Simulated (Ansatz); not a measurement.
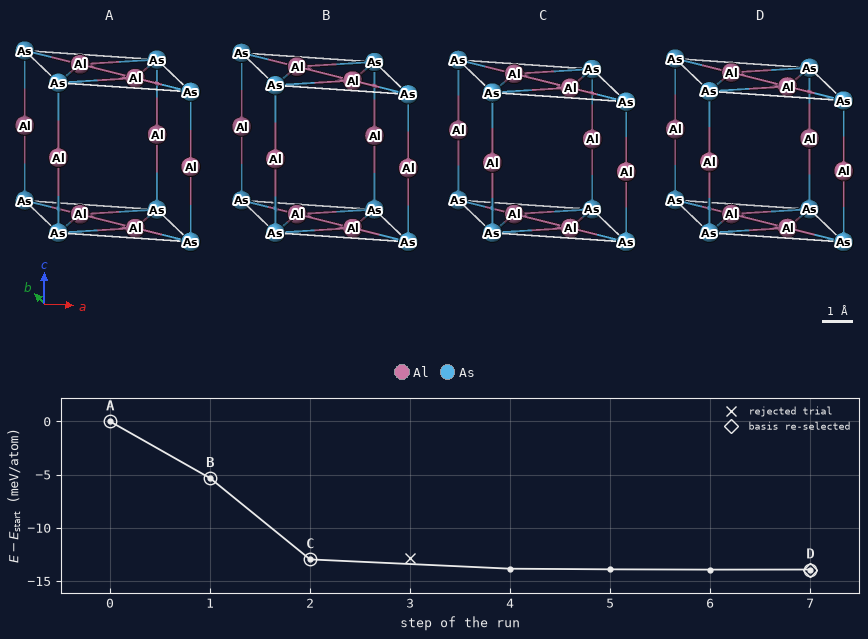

Frames of a relaxation of a crystal of Al₃As (a generated structure, set up in P6/mmm), marked on the history of the run. A ball-and-stick model of the cell of the calculation, seen slightly off an axis.

The calculation used DFT PBE, scalar-relativistic, plane waves, PAW (Ansatz). Settings: plane-wave cutoff 420 eV; k-point mesh 12 × 12 × 10; occupations gaussian; smearing width 0.1 eV; no spin polarisation; cell and atoms relaxed; force threshold 0.01 eV/Å; at most 80 steps.

Question: Describe the path.

Answer: Over 5 accepted moves (7 points after the start) the energy falls by 13.9 meV per atom. All forces vanish by symmetry, so only the cell relaxes. Pressure: −0.20 GPa at the start and 0.00 GPa at the end. The line search rejected the trial step at point 3 of the run. At 1 point the geometry stayed and the basis and grid were re-selected for the new cell (energy shift of less than 0.05 meV per atom at most each time). The atoms keep their places relative to the cell (all moves are under 0.005 Å). The volume changes by −2.8 %, with a = b 4.714 → 4.787 Å (+1.5 %), c 5.300 → 4.999 Å (−5.7 %). Near-neighbour distances that change, for instance: Al–As 2.650 → 2.499 Å, Al–As 2.722 → 2.764 Å, Al–Al 2.722 → 2.764 Å. The space group stays P6/mmm (No. 191). Cost: 82 s on 1 thread of Arm Neoverse V2, with other jobs on the host, peak memory 0.46 GiB. From step 0 to 1: volume −0.7 %, energy −5.3 meV per atom. From step 1 to 2: volume −3.6 %, energy −7.6 meV per atom. From step 2 to 7: volume +1.6 %, energy −1.0 meV per atom.

```
step  E − E(0), meV/atom  pressure, GPa  volume, Å³/atom                      note
   0                0.00          -0.20           25.500                          
   1               -5.32          -0.27           25.314                          
   2              -12.95           0.70           24.413                          
   3              -12.81          -0.37           25.053                  rejected
   4              -13.83          -0.03           24.823                          
   5              -13.89           0.01           24.788                          
   6              -13.91           0.00           24.797                          
   7              -13.91           0.00           24.797  same geometry, new basis
```
